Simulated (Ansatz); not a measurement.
# Geometry relaxation, with input and output: C8O7 (charge +2) (part 1 of 4)

- system: C8O7 (defect cell, 15 atoms in the cell, total charge +2)
- method: DFT PBEsol, scalar-relativistic, plane waves, PAW (Ansatz 0.2.0)

The structure derives from an entry of the Crystallography Open Database. The run did not end well. It belongs to a series of runs on one base structure; here: O vacancy after atom 12 has jumped, atoms relaxed. Figures and captions count atoms from 1; the log counts them from 0 in places.

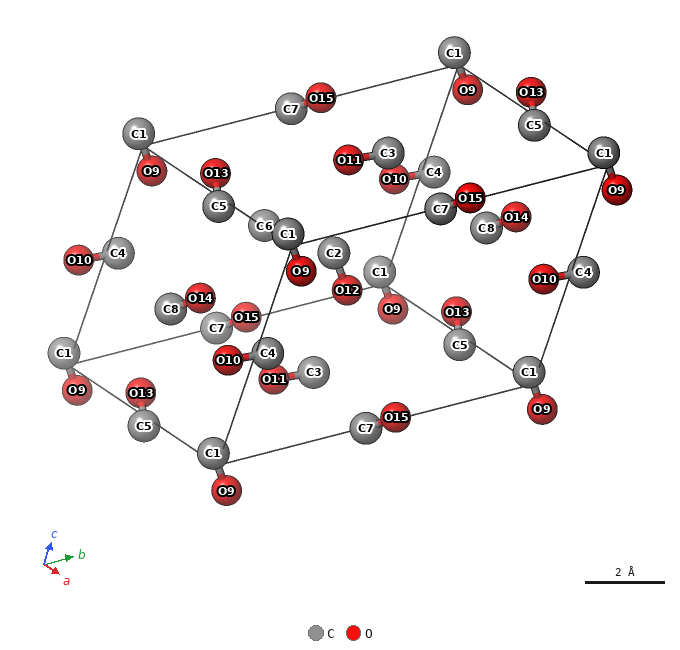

Figure 1. The input geometry (ball-and-stick view of the cell of the calculation, seen slightly off an axis; atoms are numbered from 1 in the order of the input).

## Input
```yaml
crystal:
  lattice:
    - [-5.952644076, 5.952644076, 0.0]
    - [0.0, 5.952644076, -5.952644076]
    - [-5.952644076, 0.0, -5.952644076]
  atoms:
    - { symbol: C, position: [0.9823243376, 0.9823243376, 0.0530269871] }
    - { symbol: C, position: [0.4823243376, 0.4823243376, 0.553026987] }
    - { symbol: C, position: [0.4823243376, 0.553026987, 0.9823243376] }
    - { symbol: C, position: [0.9823243376, 0.053026987, 0.4823243376] }
    - { symbol: C, position: [0.5530269871, 0.9823243377, 0.9823243376] }
    - { symbol: C, position: [0.053026987, 0.4823243376, 0.4823243376] }
    - { symbol: C, position: [0.9823243377, 0.4823243376, 0.9823243376] }
    - { symbol: C, position: [0.4823243376, 0.9823243376, 0.4823243376] }
    - { symbol: O, position: [0.0372558883, 0.0372558883, 0.8882323351] }
    - { symbol: O, position: [0.0372558883, 0.8882323351, 0.5372558883] }
    - { symbol: O, position: [0.5372558883, 0.3882323351, 0.0372558883] }
    - { symbol: O, position: [0.5372558883, 0.5372558883, 0.3882323351] }
    - { symbol: O, position: [0.3882323351, 0.0372558883, 0.0372558883] }
    - { symbol: O, position: [0.5372558883, 0.0372558883, 0.5372558883] }
    - { symbol: O, position: [0.0372558883, 0.5372558883, 0.0372558883] }
total_charge: 2
basis:
  ecutwfc: 420
kpoints:
  mp_grid: { grid: [4, 4, 4] }
hamiltonian:
  xc: pbesol
scf:
  occupations: { method: gaussian, width: 0.05 }
output:
  forces: true
  stress: true
  eigenvalues: true
  write_density: true
  write_potential: true
  elf: true
  volumetric_format: npy
relax:
  adjacent_minimum: "off"
  f_tol: 0.02
  max_steps: 50
```

Machine: 4 threads of Arm Neoverse V1, 24 GiB of memory available, shared host.

Command:
```bash
ansatz run input.yaml --threads 4 --pin off --max-ram 9216MiB --backend cpu --events-out ev --progress --plain --runs-dir out
```

## Log
```
Warning: output.stress: scf.convergence.dr2_threshold = 1e-7 eV (the SCF's general default) is looser than the 1.5e-9 eV advised for a printed stress (1e-10 eV for each atom of the cell: 15). What an SCF threshold leaves in a stress goes as its square root, and in the free energy as the threshold itself, and one threshold admits the most on a small cell: of the crystals measured, under no hybrid functional and no lock of the moments, on runs that ended without the residual-converged pass, on stresses that held no estimate of that error, the worst erred by over 100 MPa in a component at 1e-7 eV an atom and by under 5 at 1e-10. Every solve of this run answers to scf.convergence.dr2_threshold, and the tensor of one is reported: a single SCF on the reported geometry and on this run's grids (its basis.xc_grid and basis.ecutrho_ratio typed), with scf.convergence.dr2_threshold at 1.5e-9 eV or tighter, prints it and tightens no other solve. Else set scf.convergence.dr2_threshold to 1.5e-9 eV or tighter. The threshold is an SCF's pass mark: one that does not reach it within its budget of iterations ends unconverged, or closes short of it on a stop that the run arms, and scf.convergence.dr2_threshold's page says what that costs each kind of run
Engine: ansatz 0.2.0, aarch64-unknown-linux-gnu
Pseudopotentials: kind: paw
Pseudopotential: C, paw, valence charge 4, recommended cutoff 420 eV (normal), C.paw.azcp
Pseudopotential: O, paw, valence charge 6, recommended cutoff 420 eV (normal), O.paw.azcp
Functional definition: PBEsol
  exchange = pbesol_x
  correlation = pbesol_c
Crystal: 15 atoms, lattice volume = 421.852 Å³
Basis set: ecut = 420 eV, 8291 PW (Γ), exchange–correlation on 120×120×120 points (8 copies of the dense FFT grid, shifted against one another)
Bands: 51, of which v1, the nominal top of the filled ones, is band 36 counted from 1 (35 counted from 0)
Symmetry: 3 space group operations
Space group: R3 (ITA 146), of the structure as read, at distance tolerance 7.5e-5 Å
k-points: 14 of 64 (time reversal used)
Non-local potential: C, projectors of the file, l = 0: 2, l = 1: 2, l = 2: 1
Non-local potential: O, projectors of the file, l = 0: 2, l = 1: 2, l = 2: 1
PAW form: soft (Blöchl's): semilocal exchange-correlation on the pseudo side does not see the compensation charge
PAW frozen core: C, regenerated for the run's functional, and the local potential with it (the file was generated under x = pbe(κ = 0.804, μ = 0.2195149727645171), c = pbe(β = 0.06672455060314922))
PAW frozen core: O, regenerated for the run's functional, and the local potential with it (the file was generated under x = pbe(κ = 0.804, μ = 0.2195149727645171), c = pbe(β = 0.06672455060314922))
PAW one-centre angular grid: C, 110 points (default); XC on 64 Gauss nodes
PAW one-centre angular grid: O, 110 points (default); XC on 64 Gauss nodes
Initial density: superposition of atomic densities (neutral atoms scaled as one to the charged cell's electrons: chi_scale 0, normalization atom), corrected by the library's trained network
Initial wavefunctions: pseudopotential atomic-orbital guess
Functional: x = pbesol(κ = 0.804, μ = 0.12345679012345678), c = pbesol(β = 0.046)
SCF iter   1: F=—  HF=-5874.674329 eV  |F-HF|=—  |Δ(HF+E_count)|=         —  Δρ=5.14e-2  dr2=2.42e1  ethr=1.77e-3  ⟨swp⟩=5.5  Hψ=2736  notcnv=0  defer=76
preconditioner: auto → Resta (q_TF=auto, 2.032 Å⁻¹)  ε∞=3.1  [insulator: Δε(μ)=4.206 eV  Ē_g=9.585 eV  σ=0.050 eV  W_gap=1.00  n_scr=58 (ndim 8)  ℏωp=13.8 eV  f_vac=0.302  D(μ)=0.00/eV (n_scr^D=0)  ε∞_Penn≈3.1]
SCF iter   2: F=—  HF=-5870.418776 eV  |F-HF|=—  |Δ(HF+E_count)|=    4.26e0  Δρ=1.26e-1  dr2=1.58e2  ethr=1.77e-3  ⟨swp⟩=3.1  Hψ=1607  notcnv=0  defer=121  recentre
preconditioner: auto → LDOS  [metal: Δε(μ)=0.019 eV  Ē_g=8.505 eV  σ=0.050 eV  W_gap=0.21  n_scr=58 (ndim 8)  ℏωp=13.8 eV  f_vac=0.314  D(μ)=33.01/eV (n_scr^D=338)  β→1.0]
SCF iter   3: F=—  HF=-5871.838430 eV  |F-HF|=—  |Δ(HF+E_count)|=    1.42e0  Δρ=4.10e-2  dr2=1.83e1  ethr=1.77e-3  ⟨swp⟩=3.0  Hψ=1508  notcnv=0  defer=98
SCF iter   4: F=—  HF=-5868.993950 eV  |F-HF|=—  |Δ(HF+E_count)|=    2.84e0  Δρ=3.19e-2  dr2=1.31e1  ethr=1.77e-3  ⟨swp⟩=2.6  Hψ=1331  notcnv=0  defer=129
SCF iter   5: F=—  HF=-5866.974561 eV  |F-HF|=—  |Δ(HF+E_count)|=    2.02e0  Δρ=2.05e-2  dr2=4.64e0  ethr=1.77e-3  ⟨swp⟩=2.1  Hψ=1318  notcnv=0  defer=127
SCF iter   6: F=—  HF=-5867.318266 eV  |F-HF|=—  |Δ(HF+E_count)|=   3.44e-1  Δρ=9.06e-2  dr2=9.16e1  ethr=1.77e-3  ⟨swp⟩=2.6  Hψ=930  notcnv=0  defer=104  recentre
SCF iter   7: F=—  HF=-5867.589956 eV  |F-HF|=—  |Δ(HF+E_count)|=   2.72e-1  Δρ=1.01e-1  dr2=1.15e2  ethr=1.77e-3  ⟨swp⟩=2.1  Hψ=868  notcnv=0  defer=102
SCF iter   8: F=—  HF=-5867.892244 eV  |F-HF|=—  |Δ(HF+E_count)|=   3.02e-1  Δρ=1.13e-1  dr2=1.45e2  ethr=1.77e-3  ⟨swp⟩=3.0  Hψ=1358  notcnv=0  defer=107
SCF iter   9: F=—  HF=-5867.936037 eV  |F-HF|=—  |Δ(HF+E_count)|=   4.38e-2  Δρ=1.13e-1  dr2=1.45e2  ethr=1.77e-3  ⟨swp⟩=1.0  Hψ=653  notcnv=0  defer=107
SCF iter  10: F=—  HF=-5869.425908 eV  |F-HF|=—  |Δ(HF+E_count)|=    1.49e0  Δρ=1.20e-1  dr2=1.70e2  ethr=1.77e-3  ⟨swp⟩=3.3  Hψ=839  notcnv=0  defer=107
SCF iter  11: F=—  HF=-5868.612659 eV  |F-HF|=—  |Δ(HF+E_count)|=   8.13e-1  Δρ=1.17e-1  dr2=1.56e2  ethr=1.77e-3  ⟨swp⟩=2.0  Hψ=840  notcnv=0  defer=109
SCF iter  12: F=—  HF=-5866.831444 eV  |F-HF|=—  |Δ(HF+E_count)|=    1.78e0  Δρ=1.89e-2  dr2=4.15e0  ethr=1.77e-3  ⟨swp⟩=2.9  Hψ=1110  notcnv=0  defer=109
SCF iter  13: F=—  HF=-5866.710906 eV  |F-HF|=—  |Δ(HF+E_count)|=   1.21e-1  Δρ=8.50e-3  dr2=5.43e-1  ethr=1.77e-3  ⟨swp⟩=1.1  Hψ=802  notcnv=0  defer=104
SCF iter  14: F=—  HF=-5866.664847 eV  |F-HF|=—  |Δ(HF+E_count)|=   4.61e-2  Δρ=6.82e-3  dr2=2.64e-1  ethr=7.55e-4  ⟨swp⟩=3.2  Hψ=742  notcnv=0  defer=104
SCF iter  15: F=—  HF=-5866.659608 eV  |F-HF|=—  |Δ(HF+E_count)|=   5.24e-3  Δρ=6.18e-3  dr2=4.35e-1  ethr=3.67e-4  ⟨swp⟩=2.0  Hψ=703  notcnv=0  defer=107
SCF iter  16: F=—  HF=-5866.664201 eV  |F-HF|=—  |Δ(HF+E_count)|=   4.59e-3  Δρ=1.23e-2  dr2=1.49e0  ethr=3.67e-4  ⟨swp⟩=1.2  Hψ=677  notcnv=0  defer=105  recentre
SCF iter  17: F=—  HF=-5866.651503 eV  |F-HF|=—  |Δ(HF+E_count)|=   1.27e-2  Δρ=1.42e-3  dr2=1.86e-2  ethr=3.67e-4  ⟨swp⟩=1.0  Hψ=625  notcnv=0  defer=105
SCF iter  18: F=—  HF=-5866.651331 eV  |F-HF|=—  |Δ(HF+E_count)|=   1.72e-4  Δρ=6.88e-4  dr2=3.59e-3  ethr=2.58e-5  ⟨swp⟩=2.0  Hψ=700  notcnv=0  defer=105
SCF iter  19: F=—  HF=-5866.651654 eV  |F-HF|=—  |Δ(HF+E_count)|=   3.23e-4  Δρ=1.37e-3  dr2=2.06e-2  ethr=4.98e-6  ⟨swp⟩=2.0  Hψ=776  notcnv=0  defer=105
SCF iter  20: F=—  HF=-5866.651938 eV  |F-HF|=—  |Δ(HF+E_count)|=   2.84e-4  Δρ=1.59e-3  dr2=2.44e-2  ethr=4.98e-6  ⟨swp⟩=1.0  Hψ=609  notcnv=0  defer=105
SCF iter  21: F=—  HF=-5866.651739 eV  |F-HF|=—  |Δ(HF+E_count)|=   1.98e-4  Δρ=1.23e-3  dr2=1.52e-2  ethr=4.98e-6  ⟨swp⟩=1.0  Hψ=617  notcnv=0  defer=105
SCF iter  22: F=—  HF=-5866.651510 eV  |F-HF|=—  |Δ(HF+E_count)|=   2.30e-4  Δρ=1.62e-4  dr2=2.37e-4  ethr=4.98e-6  ⟨swp⟩=1.0  Hψ=609  notcnv=0  defer=105
SCF iter  23: F=-5866.651506 eV  HF=-5866.651507 eV  |F-HF|=1.16e-6  |Δ(HF+E_count)|=   2.96e-6  Δρ=2.15e-5  dr2=1.97e-6  ethr=1.39e-8  ⟨swp⟩=16.0  Hψ=6267  notcnv=0
SCF 1 converged in 23 iterations: F = -5866.651506 eV  dr2 = 1.97e-6
  greatest PAW one-centre occupation: 0.896 electrons in one spin orbital (limit 2), on the O atom at site 13 (counted from 0), in its partial waves of l = 0
relax step   1: F+E_penalty+E_count = -5866.65150564 eV  Δ(F+E_penalty+E_count) = +0.000e0 eV  max|allowed force component| = 2.361e-1 eV/Å  Δτ_max = 0.0000 Å  (23 SCF iters, dr2 threshold 1.00e-5 eV, accepted)
Initial density: handed on by an earlier stage of this run
Initial wavefunctions: those handed on with the density
iter 1 solved again at ethr=2.96e-3 eV; its pass at ethr=3.10e-3 eV (dr2=2.13e0 eV) is discarded
SCF iter   1: F=—  HF=-5866.934489 eV  |F-HF|=—  |Δ(HF+E_count)|=         —  Δρ=2.50e-2  dr2=2.11e0  ethr=2.96e-3  ⟨swp⟩=1.0  Hψ=3396  notcnv=0  defer=18
preconditioner: auto → LDOS  [insulator: Δε(μ)=0.056 eV  Ē_g=8.268 eV  σ=0.050 eV  W_gap=0.56  n_scr=58 (ndim 8)  ℏωp=13.8 eV  f_vac=0.341  D(μ)=24.05/eV (n_scr^D=258)  ε∞_Penn≈3.8  β→1.0]
SCF iter   2: F=—  HF=-5866.742468 eV  |F-HF|=—  |Δ(HF+E_count)|=   1.92e-1  Δρ=1.67e-2  dr2=2.38e0  ethr=2.92e-3  ⟨swp⟩=2.9  Hψ=1493  notcnv=0  defer=36
SCF iter   3: F=—  HF=-5866.912612 eV  |F-HF|=—  |Δ(HF+E_count)|=   1.70e-1  Δρ=6.55e-2  dr2=5.02e1  ethr=2.92e-3  ⟨swp⟩=2.0  Hψ=842  notcnv=0  defer=90  recentre
SCF iter   4: F=—  HF=-5866.642226 eV  |F-HF|=—  |Δ(HF+E_count)|=   2.70e-1  Δρ=7.51e-3  dr2=5.44e-1  ethr=2.92e-3  ⟨swp⟩=1.0  Hψ=622  notcnv=0  defer=90
SCF iter   5: F=—  HF=-5866.644615 eV  |F-HF|=—  |Δ(HF+E_count)|=   2.39e-3  Δρ=4.40e-3  dr2=1.55e-1  ethr=7.56e-4  ⟨swp⟩=1.9  Hψ=832  notcnv=0  defer=92
SCF iter   6: F=—  HF=-5866.636943 eV  |F-HF|=—  |Δ(HF+E_count)|=   7.67e-3  Δρ=3.72e-3  dr2=1.57e-1  ethr=2.16e-4  ⟨swp⟩=1.9  Hψ=842  notcnv=0  defer=88
SCF iter   7: F=—  HF=-5866.635689 eV  |F-HF|=—  |Δ(HF+E_count)|=   1.25e-3  Δρ=1.61e-3  dr2=2.68e-2  ethr=2.16e-4  ⟨swp⟩=1.0  Hψ=626  notcnv=0  defer=88
SCF iter   8: F=—  HF=-5866.635544 eV  |F-HF|=—  |Δ(HF+E_count)|=   1.45e-4  Δρ=1.02e-3  dr2=1.19e-2  ethr=3.73e-5  ⟨swp⟩=1.0  Hψ=626  notcnv=0  defer=88
SCF iter   9: F=—  HF=-5866.635570 eV  |F-HF|=—  |Δ(HF+E_count)|=   2.63e-5  Δρ=1.26e-3  dr2=1.85e-2  ethr=1.66e-5  ⟨swp⟩=1.0  Hψ=626  notcnv=0  defer=88
SCF iter  10: F=—  HF=-5866.635428 eV  |F-HF|=—  |Δ(HF+E_count)|=   1.42e-4  Δρ=5.75e-4  dr2=3.65e-3  ethr=1.66e-5  ⟨swp⟩=1.0  Hψ=626  notcnv=0  defer=88
SCF iter  11: F=—  HF=-5866.635383 eV  |F-HF|=—  |Δ(HF+E_count)|=   4.51e-5  Δρ=7.37e-5  dr2=5.09e-5  ethr=5.07e-6  ⟨swp⟩=1.0  Hψ=626  notcnv=0  defer=88
SCF iter  12: F=—  HF=-5866.635651 eV  |F-HF|=—  |Δ(HF+E_count)|=   2.68e-4  Δρ=3.10e-5  dr2=2.47e-6  ethr=4.84e-9  ⟨swp⟩=14.4  Hψ=5990  notcnv=0
SCF iter  13: F=-5866.635650 eV  HF=-5866.635651 eV  |F-HF|=6.77e-7  |Δ(HF+E_count)|=   1.63e-7  Δρ=1.69e-5  dr2=9.30e-7  ethr=3.43e-9  ⟨swp⟩=8.1  Hψ=4554  notcnv=0
SCF 2 converged in 13 iterations: F = -5866.635650 eV  dr2 = 9.30e-7
  greatest PAW one-centre occupation: 0.896 electrons in one spin orbital (limit 2), on the O atom at site 12 (counted from 0), in its partial waves of l = 0
relax step   2: F+E_penalty+E_count = -5866.63565049 eV  Δ(F+E_penalty+E_count) = +1.586e-2 eV  max|allowed force component| = 2.359e0 eV/Å  Δτ_max = 0.1950 Å  (13 SCF iters, dr2 threshold 3.48e-6 eV, rejected (line search))
[... from here on the SCF iterations and repeated set-up lines of each step are left out, up to the last step ...]
SCF 3 converged in 17 iterations: F = -5866.727432 eV  dr2 = 9.65e-8
relax step   3: F+E_penalty+E_count = -5866.72743223 eV  Δ(F+E_penalty+E_count) = -7.593e-2 eV  max|allowed force component| = 6.138e-1 eV/Å  Δτ_max = 0.0965 Å  (17 SCF iters, accepted)
SCF 4 converged in 9 iterations: F = -5866.822466 eV  dr2 = 1.84e-5
relax step   4: F+E_penalty+E_count = -5866.82246589 eV  Δ(F+E_penalty+E_count) = -9.503e-2 eV  max|allowed force component| = 7.541e-1 eV/Å  Δτ_max = 0.0977 Å  (9 SCF iters, dr2 threshold 2.35e-5 eV, accepted)
SCF 5 converged in 12 iterations: F = -5866.977306 eV  dr2 = 1.55e-5
relax step   5: F+E_penalty+E_count = -5866.97730626 eV  Δ(F+E_penalty+E_count) = -1.548e-1 eV  max|allowed force component| = 1.212e0 eV/Å  Δτ_max = 0.1500 Å  (12 SCF iters, dr2 threshold 1.00e-4 eV, accepted)
SCF 6 converged in 9 iterations: F = -5867.223974 eV  dr2 = 3.35e-5
relax step   6: F+E_penalty+E_count = -5867.22397437 eV  Δ(F+E_penalty+E_count) = -2.467e-1 eV  max|allowed force component| = 1.813e0 eV/Å  Δτ_max = 0.1946 Å  (9 SCF iters, dr2 threshold 1.00e-4 eV, accepted)
SCF 7 converged in 14 iterations: F = -5867.691263 eV  dr2 = 6.68e-5
relax step   7: F+E_penalty+E_count = -5867.69126259 eV  Δ(F+E_penalty+E_count) = -4.673e-1 eV  max|allowed force component| = 1.539e0 eV/Å  Δτ_max = 0.2000 Å  (14 SCF iters, dr2 threshold 1.00e-4 eV, accepted)
SCF 8 converged in 17 iterations: F = -5868.287941 eV  dr2 = 2.91e-5
relax step   8: F+E_penalty+E_count = -5868.28794058 eV  Δ(F+E_penalty+E_count) = -5.967e-1 eV  max|allowed force component| = 3.323e0 eV/Å  Δτ_max = 0.1950 Å  (17 SCF iters, dr2 threshold 1.00e-4 eV, accepted)
SCF 9 converged in 9 iterations: F = -5869.232852 eV  dr2 = 5.25e-5
relax step   9: F+E_penalty+E_count = -5869.23285198 eV  Δ(F+E_penalty+E_count) = -9.449e-1 eV  max|allowed force component| = 3.588e0 eV/Å  Δτ_max = 0.1950 Å  (9 SCF iters, dr2 threshold 1.00e-4 eV, accepted)
SCF 10 converged in 9 iterations: F = -5870.269794 eV  dr2 = 3.10e-5
relax step  10: F+E_penalty+E_count = -5870.26979352 eV  Δ(F+E_penalty+E_count) = -1.037e0 eV  max|allowed force component| = 2.405e0 eV/Å  Δτ_max = 0.1951 Å  (9 SCF iters, dr2 threshold 1.00e-4 eV, accepted)
SCF 11 converged in 9 iterations: F = -5871.345107 eV  dr2 = 1.29e-5
relax step  11: F+E_penalty+E_count = -5871.34510731 eV  Δ(F+E_penalty+E_count) = -1.075e0 eV  max|allowed force component| = 2.140e0 eV/Å  Δτ_max = 0.1952 Å  (9 SCF iters, dr2 threshold 1.00e-4 eV, accepted)
SCF 12 converged in 8 iterations: F = -5872.486657 eV  dr2 = 2.19e-5
relax step  12: F+E_penalty+E_count = -5872.48665666 eV  Δ(F+E_penalty+E_count) = -1.142e0 eV  max|allowed force component| = 1.798e0 eV/Å  Δτ_max = 0.1961 Å  (8 SCF iters, dr2 threshold 1.00e-4 eV, accepted)
SCF 13 converged in 8 iterations: F = -5873.612415 eV  dr2 = 5.12e-6
relax step  13: F+E_penalty+E_count = -5873.61241536 eV  Δ(F+E_penalty+E_count) = -1.126e0 eV  max|allowed force component| = 1.664e0 eV/Å  Δτ_max = 0.1958 Å  (8 SCF iters, dr2 threshold 1.00e-4 eV, accepted)
SCF 14 converged in 7 iterations: F = -5875.310310 eV  dr2 = 3.01e-5
relax step  14: F+E_penalty+E_count = -5875.31030970 eV  Δ(F+E_penalty+E_count) = -1.698e0 eV  max|allowed force component| = 2.009e0 eV/Å  Δτ_max = 0.1949 Å  (7 SCF iters, dr2 threshold 1.00e-4 eV, accepted)
SCF 15 converged in 7 iterations: F = -5877.366404 eV  dr2 = 1.82e-5
relax step  15: F+E_penalty+E_count = -5877.36640394 eV  Δ(F+E_penalty+E_count) = -2.056e0 eV  max|allowed force component| = 2.210e0 eV/Å  Δτ_max = 0.1942 Å  (7 SCF iters, dr2 threshold 1.00e-4 eV, accepted)
SCF 16 converged in 7 iterations: F = -5877.919363 eV  dr2 = 4.12e-6
relax step  16: F+E_penalty+E_count = -5877.91936331 eV  Δ(F+E_penalty+E_count) = -5.530e-1 eV  max|allowed force component| = 3.378e0 eV/Å  Δτ_max = 0.1937 Å  (7 SCF iters, dr2 threshold 1.00e-4 eV, accepted)
SCF 17 converged in 7 iterations: F = -5878.668501 eV  dr2 = 2.06e-5
relax step  17: F+E_penalty+E_count = -5878.66850099 eV  Δ(F+E_penalty+E_count) = -7.491e-1 eV  max|allowed force component| = 3.337e0 eV/Å  Δτ_max = 0.1943 Å  (7 SCF iters, dr2 threshold 1.00e-4 eV, accepted)
SCF 18 converged in 7 iterations: F = -5878.976696 eV  dr2 = 1.69e-5
relax step  18: F+E_penalty+E_count = -5878.97669577 eV  Δ(F+E_penalty+E_count) = -3.082e-1 eV  max|allowed force component| = 3.488e0 eV/Å  Δτ_max = 0.1941 Å  (7 SCF iters, dr2 threshold 1.00e-4 eV, accepted)
SCF 19 converged in 8 iterations: F = -5879.274576 eV  dr2 = 2.41e-6
relax step  19: F+E_penalty+E_count = -5879.27457585 eV  Δ(F+E_penalty+E_count) = -2.979e-1 eV  max|allowed force component| = 2.647e0 eV/Å  Δτ_max = 0.2000 Å  (8 SCF iters, dr2 threshold 1.00e-4 eV, accepted)
SCF 20 converged in 7 iterations: F = -5879.604835 eV  dr2 = 3.44e-5
relax step  20: F+E_penalty+E_count = -5879.60483507 eV  Δ(F+E_penalty+E_count) = -3.303e-1 eV  max|allowed force component| = 6.919e-1 eV/Å  Δτ_max = 0.1931 Å  (7 SCF iters, dr2 threshold 1.00e-4 eV, accepted)
SCF 21 converged in 8 iterations: F = -5879.733171 eV  dr2 = 1.50e-6
relax step  21: F+E_penalty+E_count = -5879.73317093 eV  Δ(F+E_penalty+E_count) = -1.283e-1 eV  max|allowed force component| = 1.395e0 eV/Å  Δτ_max = 0.1942 Å  (8 SCF iters, dr2 threshold 3.27e-5 eV, accepted)
SCF 22 converged in 7 iterations: F = -5879.878298 eV  dr2 = 1.91e-5
relax step  22: F+E_penalty+E_count = -5879.87829784 eV  Δ(F+E_penalty+E_count) = -1.451e-1 eV  max|allowed force component| = 1.246e-1 eV/Å  Δτ_max = 0.2000 Å  (7 SCF iters, dr2 threshold 1.00e-4 eV, accepted)
SCF 23 converged in 8 iterations: F = -5879.934454 eV  dr2 = 5.50e-7
```
